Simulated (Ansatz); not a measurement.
# Run report: Si₃N₄, geometry relaxation (part 2 of 2)

The same run, continued: Si₃N₄ (Fd-3m, 14 atoms in the cell); DFT, PBE, plane-wave PAW, default files, scalar-relativistic, no spin polarisation (Ansatz 0.2.0); cutoff 420 eV, 6×6×6 k-mesh, Fermi–Dirac smearing of 0.02 eV. The structure derives from an entry of the Crystallography Open Database.

Geometry of the input (Å; fractional positions):
```
0.0000  3.8382  3.8382
3.8382  0.0000  3.8382
3.8382  3.8382  0.0000
Si 0.1250  0.1250  0.1250
Si 0.6250  0.1250  0.1250
Si 0.1250  0.1250  0.6250
Si 0.1250  0.6250  0.1250
Si 0.5000  0.5000  0.5000
Si 0.7500  0.7500  0.7500
N  0.8824  0.8824  0.8824
N  0.8972  0.3676  0.3676
N  0.8824  0.8824  0.3528
N  0.3676  0.8972  0.3676
N  0.3528  0.8824  0.8824
N  0.3676  0.3676  0.3676
N  0.8824  0.3528  0.8824
N  0.3676  0.3676  0.8972
```

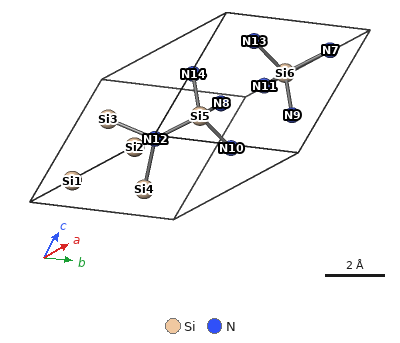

The geometry at step 2 of the log (ball-and-stick view of the cell of the calculation, seen at an oblique angle; atoms are numbered from 1 in the order of the input).

**Output, continued**
```
--- Stress (GPa, compression-positive) ---
       14.054219       0.000000      -0.000000
       -0.000000      14.054219       0.000000
       -0.000000      -0.000000      14.054219
  P = ⅓ Tr σ = 14.0542 GPa (140.542 kbar)
--- PAW observables at the nuclei: V_zz in 10²¹ V/m², potentials from the cell's mean, atoms counted from 1 ---
  atom   1  Si V_zz =    +0.221275   η = 0.0000   by run symmetry: allowed
            electrostatic potential = -1363.736670 V   contact ρ = 12801.579171 e/Å³
  atom   2  Si V_zz =    +0.221275   η = 0.0000   by run symmetry: allowed
            electrostatic potential = -1363.736670 V   contact ρ = 12801.579171 e/Å³
  atom   3  Si V_zz =    +0.221275   η = 0.0000   by run symmetry: allowed
            electrostatic potential = -1363.736670 V   contact ρ = 12801.579171 e/Å³
  atom   4  Si V_zz =    +0.221275   η = 0.0000   by run symmetry: allowed
            electrostatic potential = -1363.736670 V   contact ρ = 12801.579171 e/Å³
  atom   5  Si V_zz =    +0.000000   η = 0.0000   by run symmetry: forbidden
            electrostatic potential = -1363.933878 V   contact ρ = 12804.936272 e/Å³
  atom   6  Si V_zz =    +0.000000   η = 0.0000   by run symmetry: forbidden
            electrostatic potential = -1363.933878 V   contact ρ = 12804.936272 e/Å³
  atom   7  N  V_zz =    +2.792762   η = 0.0000   by run symmetry: allowed   C_q = +1.3803 MHz
            electrostatic potential = -520.447506 V   contact ρ = 1412.278582 e/Å³
  atom   8  N  V_zz =    +2.792762   η = 0.0000   by run symmetry: allowed   C_q = +1.3803 MHz
            electrostatic potential = -520.447506 V   contact ρ = 1412.278582 e/Å³
  atom   9  N  V_zz =    +2.792762   η = 0.0000   by run symmetry: allowed   C_q = +1.3803 MHz
            electrostatic potential = -520.447506 V   contact ρ = 1412.278582 e/Å³
  atom  10  N  V_zz =    +2.792762   η = 0.0000   by run symmetry: allowed   C_q = +1.3803 MHz
            electrostatic potential = -520.447506 V   contact ρ = 1412.278582 e/Å³
  atom  11  N  V_zz =    +2.792762   η = 0.0000   by run symmetry: allowed   C_q = +1.3803 MHz
            electrostatic potential = -520.447506 V   contact ρ = 1412.278582 e/Å³
  atom  12  N  V_zz =    +2.792762   η = 0.0000   by run symmetry: allowed   C_q = +1.3803 MHz
            electrostatic potential = -520.447506 V   contact ρ = 1412.278582 e/Å³
  atom  13  N  V_zz =    +2.792762   η = 0.0000   by run symmetry: allowed   C_q = +1.3803 MHz
            electrostatic potential = -520.447506 V   contact ρ = 1412.278582 e/Å³
  atom  14  N  V_zz =    +2.792762   η = 0.0000   by run symmetry: allowed   C_q = +1.3803 MHz
            electrostatic potential = -520.447506 V   contact ρ = 1412.278582 e/Å³
--- Band table (eV; the first three rows and the last of 16) ---
  k-point 0: bands = ["-7.5523", "-4.1095", "-3.1625", "-3.1625", "-3.1625", "-2.1325", "-2.1325", "-2.1325", "0.9078", "1.9670", "2.5043", "2.5043", "2.5043", "4.1553", "4.1553", "7.3409", "7.3409", "7.3409", "9.2218", "9.2218", "9.2218", "9.6982", "9.6982", "9.6982", "10.8009", "10.8009", "11.4450", "11.4450", "11.4450", "11.6116", "11.6116", "11.6116", "15.1557", "15.1557", "15.1557", "16.8020", "18.1666", "18.9574", "19.0963", "19.0963", "19.7434", "19.7434", "19.7434", "21.5414", "21.5414", "21.5414"]
  k-point 1: bands = ["-7.3989", "-4.3024", "-3.5036", "-3.1352", "-3.1352", "-2.2513", "-2.2463", "-2.2463", "1.2898", "2.2794", "2.7149", "2.7149", "3.1298", "4.4308", "4.4308", "6.8403", "7.2671", "7.2671", "8.8149", "8.8149", "9.1370", "9.3103", "9.5945", "9.5945", "10.5365", "10.5365", "10.8739", "11.2085", "11.2085", "11.2997", "11.5611", "11.5611", "15.5585", "15.6666", "15.6666", "17.3135", "18.5402", "19.4000", "19.5790", "19.5790", "20.0527", "20.1712", "20.1712", "21.0526", "21.8006", "21.8006"]
  k-point 2: bands = ["-6.9627", "-5.0791", "-3.6795", "-3.0438", "-3.0438", "-2.5489", "-2.5015", "-2.5015", "2.0479", "3.0007", "3.2938", "3.2938", "4.5562", "4.8790", "4.8790", "6.0320", "7.0277", "7.0277", "7.8689", "8.4285", "8.4285", "9.0926", "9.0926", "9.2122", "9.5324", "9.8095", "9.8095", "10.9660", "11.0910", "11.0910", "11.4101", "11.4101", "16.2850", "16.7091", "16.7091", "18.4844", "18.7701", "19.5924", "19.5924", "20.0525", "20.7371", "21.1508", "21.2271", "21.2271", "22.0821", "22.0821"]
  k-point 15: bands = ["-5.7752", "-5.7752", "-4.4286", "-4.4286", "-2.8659", "-2.8659", "-2.1070", "-2.1070", "3.7062", "3.7062", "4.3841", "4.3841", "5.3542", "5.3542", "5.9792", "5.9792", "6.2795", "6.2795", "7.2002", "7.2002", "7.8270", "7.8270", "8.1541", "8.1541", "9.4680", "9.4680", "9.8274", "9.8274", "10.3921", "10.3921", "10.9797", "10.9797", "18.4871", "18.4871", "18.9287", "18.9287", "19.9656", "19.9656", "20.8535", "20.8535", "21.6029", "21.6029", "21.7866", "21.7866", "22.7618", "22.7618"]
--- Relaxed structure (3 steps of the walk, 3 accepted, 0 SCFs on fresh bases) ---
  F+E_penalty+E_count = -6899.58673454 eV   max|allowed force component| = 8.494e-5 eV/Å
  atoms:
    - { symbol: Si, position: [0.12499999999999999, 0.12499999999999999, 0.12499999999999999] }
    - { symbol: Si, position: [0.6249999999999999, 0.125, 0.125] }
    - { symbol: Si, position: [0.12499999999999999, 0.12499999999999999, 0.6249999999999999] }
    - { symbol: Si, position: [0.125, 0.6249999999999999, 0.125] }
    - { symbol: Si, position: [0.49999999999999994, 0.49999999999999994, 0.49999999999999994] }
    - { symbol: Si, position: [0.7499999999999999, 0.7499999999999999, 0.7499999999999999] }
    - { symbol: N, position: [0.8822201174398546, 0.8822201174398546, 0.8822201174398546] }
    - { symbol: N, position: [0.8966603523195643, 0.36777988256014515, 0.36777988256014515] }
    - { symbol: N, position: [0.8822201174398546, 0.8822201174398546, 0.3533396476804357] }
    - { symbol: N, position: [0.36777988256014515, 0.8966603523195643, 0.36777988256014515] }
    - { symbol: N, position: [0.3533396476804357, 0.8822201174398546, 0.8822201174398546] }
    - { symbol: N, position: [0.36777988256014515, 0.36777988256014515, 0.36777988256014515] }
    - { symbol: N, position: [0.8822201174398546, 0.3533396476804357, 0.8822201174398546] }
    - { symbol: N, position: [0.36777988256014515, 0.36777988256014515, 0.8966603523195643] }
--- Löwdin populations: 14 sites ---
  site symbol       q [e]
     0     Si      2.6572
     1     Si      2.6572
     2     Si      2.6572
     3     Si      2.6572
     4     Si      2.6117
     5     Si      2.6117
     6      N      5.9126
     7      N      5.9126
     8      N      5.9126
     9      N      5.9126
    10      N      5.9126
    11      N      5.9126
    12      N      5.9126
    13      N      5.9126
  spilling = 0.013232 (of n_electrons = 64.000000)
```

**File populations.tsv**
```
# site	symbol	l	j	q
# orbitals = lowdin
# n_electrons = 64.000000
# spilling = 0.013232
0	Si	0_3S	-	0.772241
0	Si	1_3P	-	1.884974
1	Si	0_3S	-	0.772241
1	Si	1_3P	-	1.884974
2	Si	0_3S	-	0.772241
2	Si	1_3P	-	1.884974
3	Si	0_3S	-	0.772241
3	Si	1_3P	-	1.884974
4	Si	0_3S	-	0.836354
4	Si	1_3P	-	1.775336
5	Si	0_3S	-	0.836354
5	Si	1_3P	-	1.775336
6	N	0_2S	-	1.394508
6	N	1_2P	-	4.518103
7	N	0_2S	-	1.394508
7	N	1_2P	-	4.518103
8	N	0_2S	-	1.394508
8	N	1_2P	-	4.518103
9	N	0_2S	-	1.394508
9	N	1_2P	-	4.518103
10	N	0_2S	-	1.394508
10	N	1_2P	-	4.518103
11	N	0_2S	-	1.394508
11	N	1_2P	-	4.518103
12	N	0_2S	-	1.394508
12	N	1_2P	-	4.518103
13	N	0_2S	-	1.394508
13	N	1_2P	-	4.518103
```

**File rho_z.tsv**
```
# z_ang	rho[e/angstrom^3]
# format = ansatz-planar-average/11
# lattice	0.000000000	3.838250000	3.838250000
# lattice	3.838250000	0.000000000	3.838250000
# lattice	3.838250000	3.838250000	0.000000000
# sites	14
# site	14	0.959562500	0.959562500	0.959562500
# site	14	0.959562500	2.878687500	2.878687500
# site	14	2.878687500	2.878687500	0.959562500
# site	14	2.878687500	0.959562500	2.878687500
# site	14	3.838250000	3.838250000	3.838250000
# site	14	5.757375000	5.757375000	5.757375000
# site	7	6.772362732	6.772362732	6.772362732
# site	7	2.823262268	4.853237732	4.853237732
# site	7	4.742387268	4.742387268	6.772362732
# site	7	4.853237732	2.823262268	4.853237732
# site	7	6.772362732	4.742387268	4.742387268
# site	7	2.823262268	2.823262268	2.823262268
# site	7	4.742387268	6.772362732	4.742387268
# site	7	4.853237732	4.853237732	2.823262268
0.000000	6.052343e-1
0.135703	4.944703e-1
0.271405	4.039933e-1
0.407108	3.373955e-1
0.542811	2.966501e-1
0.678513	2.829797e-1
0.814216	2.966501e-1
0.949918	3.373955e-1
1.085621	4.039933e-1
1.221324	4.944703e-1
1.357026	6.052343e-1
1.492729	7.254421e-1
1.628432	8.338633e-1
1.764134	9.083165e-1
1.899837	9.394483e-1
2.035539	9.307902e-1
2.171242	8.861146e-1
2.306945	8.049313e-1
2.442647	6.935676e-1
2.578350	5.717294e-1
2.714053	4.609627e-1
2.849755	3.718008e-1
2.985458	3.053227e-1
3.121160	2.600104e-1
3.256863	2.339799e-1
3.392566	2.255213e-1
3.528268	2.339799e-1
3.663971	2.600104e-1
3.799674	3.053227e-1
3.935376	3.718008e-1
4.071079	4.609627e-1
4.206782	5.717294e-1
4.342484	6.935676e-1
4.478187	8.049313e-1
4.613889	8.861146e-1
4.749592	9.307902e-1
4.885295	9.394483e-1
5.020997	9.083165e-1
5.156700	8.338633e-1
5.292403	7.254421e-1
```

**Trajectory as extended XYZ (Å, eV, eV/Å), 3 frames, from step=1 to step=3**
```
14
Lattice="0.0000 3.8382 3.8382 3.8382 0.0000 3.8382 3.8382 3.8382 0.0000" Properties=species:S:1:pos:R:3:forces:R:3 step=1 energy=-6899.58557
Si    0.9596    0.9596    0.9596    0.0000   0.0000   0.0000
Si    0.9596    2.8787    2.8787    0.0000   0.0000   0.0000
Si    2.8787    2.8787    0.9596    0.0000   0.0000   0.0000
Si    2.8787    0.9596    2.8787    0.0000   0.0000   0.0000
Si    3.8382    3.8382    3.8382    0.0000   0.0000   0.0000
Si    5.7574    5.7574    5.7574    0.0000   0.0000   0.0000
N     6.7737    6.7737    6.7737   -0.0701  -0.0701  -0.0701
N     2.8219    4.8546    4.8546    0.0701  -0.0701  -0.0701
N     4.7410    4.7410    6.7737    0.0701   0.0701  -0.0701
N     4.8546    2.8219    4.8546   -0.0701   0.0701  -0.0701
N     6.7737    4.7410    4.7410   -0.0701   0.0701   0.0701
N     2.8219    2.8219    2.8219    0.0701   0.0701   0.0701
N     4.7410    6.7737    4.7410    0.0701  -0.0701   0.0701
N     4.8546    4.8546    2.8219   -0.0701  -0.0701   0.0701
14
Lattice="0.0000 3.8382 3.8382 3.8382 0.0000 3.8382 3.8382 3.8382 0.0000" Properties=species:S:1:pos:R:3:forces:R:3 step=2 energy=-6899.58647
Si    0.9596    0.9596    0.9596    0.0000   0.0000   0.0000
Si    0.9596    2.8787    2.8787    0.0000   0.0000   0.0000
Si    2.8787    2.8787    0.9596    0.0000   0.0000   0.0000
Si    2.8787    0.9596    2.8787    0.0000   0.0000   0.0000
Si    3.8382    3.8382    3.8382    0.0000   0.0000   0.0000
Si    5.7574    5.7574    5.7574    0.0000   0.0000   0.0000
N     6.7730    6.7730    6.7730   -0.0337  -0.0337  -0.0337
N     2.8226    4.8539    4.8539    0.0337  -0.0337  -0.0337
N     4.7417    4.7417    6.7730    0.0337   0.0337  -0.0337
N     4.8539    2.8226    4.8539   -0.0337   0.0337  -0.0337
N     6.7730    4.7417    4.7417   -0.0337   0.0337   0.0337
N     2.8226    2.8226    2.8226    0.0337   0.0337   0.0337
N     4.7417    6.7730    4.7417    0.0337  -0.0337   0.0337
N     4.8539    4.8539    2.8226   -0.0337  -0.0337   0.0337
14
Lattice="0.0000 3.8382 3.8382 3.8382 0.0000 3.8382 3.8382 3.8382 0.0000" Properties=species:S:1:pos:R:3:forces:R:3 step=3 energy=-6899.58673
Si    0.9596    0.9596    0.9596    0.0000   0.0000   0.0000
Si    0.9596    2.8787    2.8787    0.0000   0.0000   0.0000
Si    2.8787    2.8787    0.9596    0.0000   0.0000   0.0000
Si    2.8787    0.9596    2.8787    0.0000   0.0000   0.0000
Si    3.8382    3.8382    3.8382    0.0000   0.0000   0.0000
Si    5.7574    5.7574    5.7574    0.0000   0.0000   0.0000
N     6.7724    6.7724    6.7724    0.0001   0.0001   0.0001
N     2.8233    4.8532    4.8532   -0.0001   0.0001   0.0001
N     4.7424    4.7424    6.7724   -0.0001  -0.0001   0.0001
N     4.8532    2.8233    4.8532    0.0001  -0.0001   0.0001
N     6.7724    4.7424    4.7424    0.0001  -0.0001  -0.0001
N     2.8233    2.8233    2.8233   -0.0001  -0.0001  -0.0001
N     4.7424    6.7724    4.7424   -0.0001   0.0001  -0.0001
N     4.8532    4.8532    2.8233    0.0001   0.0001  -0.0001
```

**Summary**

| quantity | value |
| --- | --- |
| outcome | converged |
| space group (tolerance 0.01 Å) | Fd-3m (227) |
| electrons treated | 64 |
| free energy | −6899.5867 eV |
| Fermi energy | 13.412 eV |
| gap on the k-point mesh | 3.52 eV |
| pressure | 14.05 GPa |
| final volume | 113.09 Å³ |
| field gradient V_zz (10²¹ V/m²) | Si 0.22, Si 0.22, Si 0.22, Si 0.22, Si 0.0000, Si 0.0000, N 2.79, N 2.79 (the first 8 of 14 sites) |
| largest force (length of the vector) at the end | under 0.001 eV/Å |
| final cell | a = 5.428 Å, b = 5.428 Å, c = 5.428 Å, α = 60.00°, β = 60.00°, γ = 60.00° |
| hardware | 1 thread of an Arm (aarch64) CPU, shared host |
| wall time | 21 s |
| peak memory | 0.41 GiB |

**Notes**

The program warns: the SCF threshold is looser than advised for the printed stress. The cell is under a pressure of 14.1 GPa at this level, so it is not at its equilibrium volume.
